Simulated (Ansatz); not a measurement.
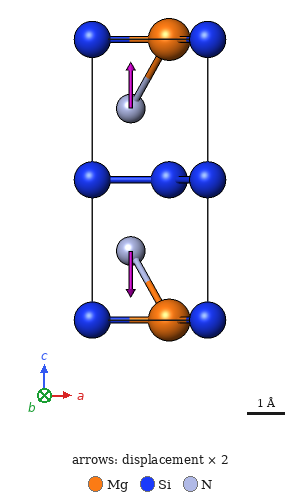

This is a relaxation of crystalline MgSi₃N₂ (a generated structure, set up in P-6m2) (coarse preliminary run). The starting structure is drawn; purple arrows show the displacements (the part carried along by the change of the cell is left out), 2 times their true length.

A ball-and-stick model of the cell of the calculation, seen along the b axis.

The calculation used DFT PBE, scalar-relativistic, plane waves, PAW (Ansatz).

Input file:
```yaml
crystal:
  lattice:
    - [3.65171821, 0.0, 0.0]
    - [-1.82585911, 3.16248074, 0.0]
    - [0.0, 0.0, 7.69045904]
  atoms:
    - { symbol: Mg, position: [0.66666667, 0.33333333, 0.0] }
    - { symbol: Si, position: [0.66666667, 0.33333333, 0.5] }
    - { symbol: Si, position: [0.0, 0.0, 0.0] }
    - { symbol: Si, position: [0.0, 0.0, 0.5] }
    - { symbol: "N", position: [0.33333333, 0.66666667, 0.24623919], spin: 1.0 }
    - { symbol: "N", position: [0.33333333, 0.66666667, 0.75376081], spin: 1.0 }
basis:
  ecutwfc: 420
kpoints:
  mp_grid: { grid: [6, 6, 2] }
hamiltonian:
  xc: pbe
scf:
  occupations: { method: gaussian, width: 0.1 }
  lower_state_search: "off"
output:
  forces: true
  stress: true
  eigenvalues: true
  populations: true
magnetization:
  spin_polarized: true
relax:
  adjacent_minimum: "off"
  f_tol: 0.04
  max_steps: 70
  cell: { stress_tol: 0.4 }
```

Command:
```bash
ansatz run input.yaml --threads 1 --pin off --max-ram 2560MiB --backend cpu --events-out ev --progress --plain --runs-dir out
```

Which element moves most?

Nitrogen: up to 0.64 Å, against 0.00 Å for silicon.

Describe the change and its energy.

The largest moves relative to the cell, 0.64 Å, are those of N5 and N6. N5 goes along −c. Si and Mg stay in place. The volume changes by +31.7 %, with a = b 3.652 → 5.258 Å (+44.0 %), c 7.690 → 4.888 Å (−36.4 %). Near-neighbour distances that change, for instance: N5–N6 3.787 → 1.118 Å, Si3–Si4 3.845 → 2.444 Å, Mg1–Si2 3.845 → 2.444 Å, Mg1–Si3 2.108 → 3.035 Å. New bonds form: Mg1–Si2 (3.85 → 2.44 Å), N5–N6 (3.79 → 1.12 Å), Si3–Si4 (3.85 → 2.44 Å). Bonds break: Si2–Si4 (2.11 → 3.04 Å). The space group stays P-6m2 (No. 187). The energy falls by 8.981 eV per cell of the calculation in 20 accepted moves (23 points after the start). Largest force component: 1.4 eV/Å at the start, 0.0071 eV/Å at the end. The pressure goes from 17.62 to 0.00 GPa. The SCF was repeated 3 times at an unchanged geometry on a basis and grid sized afresh for the cell, which shifted the energy by 0.909 eV per cell of the calculation at most. The program noted that the starting moments weren't kept. The run may lie on a higher electronic state than the lowest, so the end point isn't shown to be the ground-state structure.

Limits of the set-up: the k-point mesh is coarse for a cell with partly filled bands.
